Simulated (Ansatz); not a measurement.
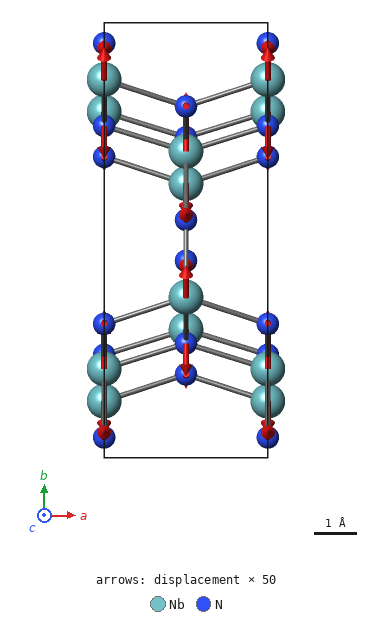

A relaxation of a crystal of Nb3N5 (set up in Cmcm). The starting structure is drawn; red arrows show the displacements (the part carried along by the change of the cell is left out), magnified 50 times.

A ball-and-stick model of the conventional cell (2 times the calculation's cell), seen along the c axis. Lengths and directions refer to the drawn axes.

Case: volume × 1.10, shape and atoms relaxed.

The calculation used DFT PBEsol, scalar-relativistic, plane waves, PAW in Ansatz 0.2.0.

Input
```yaml
crystal:
  lattice:
    - [1.9882659798, -5.2842421848, 0.0]
    - [1.9882659798, 5.2842421848, 0.0]
    - [0.0, 0.0, 10.6044179953]
  atoms:
    - { symbol: Nb, position: [0.869577032, 0.130422968, 0.4422288261] }
    - { symbol: Nb, position: [0.869577032, 0.130422968, 0.0577711739] }
    - { symbol: Nb, position: [0.7952372353, 0.2047627647, 0.75] }
    - { symbol: Nb, position: [0.2047627647, 0.7952372353, 0.25] }
    - { symbol: Nb, position: [0.130422968, 0.869577032, 0.5577711739] }
    - { symbol: Nb, position: [0.130422968, 0.869577032, 0.9422288261] }
    - { symbol: "N", position: [0.6920540966, 0.3079459034, 0.9241642128] }
    - { symbol: "N", position: [0.9529280917, 0.0470719083, 0.6176603818] }
    - { symbol: "N", position: [0.9529280917, 0.0470719083, 0.8823396182] }
    - { symbol: "N", position: [0.6920540966, 0.3079459034, 0.5758357872] }
    - { symbol: "N", position: [0.7632175758, 0.2367824242, 0.25] }
    - { symbol: "N", position: [0.0470719083, 0.9529280917, 0.3823396182] }
    - { symbol: "N", position: [0.3079459034, 0.6920540966, 0.0758357872] }
    - { symbol: "N", position: [0.3079459034, 0.6920540966, 0.4241642128] }
    - { symbol: "N", position: [0.2367824242, 0.7632175758, 0.75] }
    - { symbol: "N", position: [0.0470719083, 0.9529280917, 0.1176603818] }
basis:
  ecutwfc: 420
kpoints:
  mp_grid: { grid: [8, 8, 4] }
hamiltonian:
  xc: pbesol
scf:
  occupations: { method: gaussian, width: 0.02 }
output:
  forces: true
  stress: true
  eigenvalues: true
  write_density: true
  write_potential: true
  elf: true
  volumetric_format: npy
relax:
  adjacent_minimum: "off"
  f_tol: 0.01
  max_steps: 30
  cell: { stress_tol: 0.1, fix: [volume] }
```

Run as
```bash
ansatz run input.yaml --threads 4 --pin off --max-ram 10240MiB --backend cpu --events-out ev --progress --plain --runs-dir out
```

### What happened in the run?

Over 6 accepted moves (7 points after the start) the energy falls by 2.3 meV per atom. The largest force component goes from 0.34 to 0.0065 eV/Å. Pressure: −18.46 GPa at the start and −16.96 GPa at the end. At 1 point the geometry stayed and the basis and grid were re-selected for the new cell (energy shift of less than 0.05 meV per atom at most each time). The largest moves relative to the cell, 0.029 Å, are those of Nb3 and Nb4. Nb4 goes along −b. By element the largest moves are Nb 0.029 Å, N 0.024 Å. The drawn cell changes at constant volume: a 3.977 → 3.964 Å (−0.3 %), b 10.568 → 10.569 Å (0.0 %), c 10.604 → 10.639 Å (+0.3 %). Near-neighbour distances that change, for instance: Nb3–N8 2.179 → 2.217 Å, Nb1–Nb5 3.017 → 2.982 Å, Nb1–N8 2.058 → 2.025 Å, Nb1–N11 2.328 → 2.358 Å. Bond angles that change, for instance: Nb3–N15–Nb3 145.5° → 147.8°, N15–Nb3–N15 145.5° → 147.8°. The space group stays Cmcm (No. 63). Cost: 71 s on 4 threads of AMD EPYC 9R45 96-Core Processor (Zen 5) (shared host), peak memory 1.3 GiB.
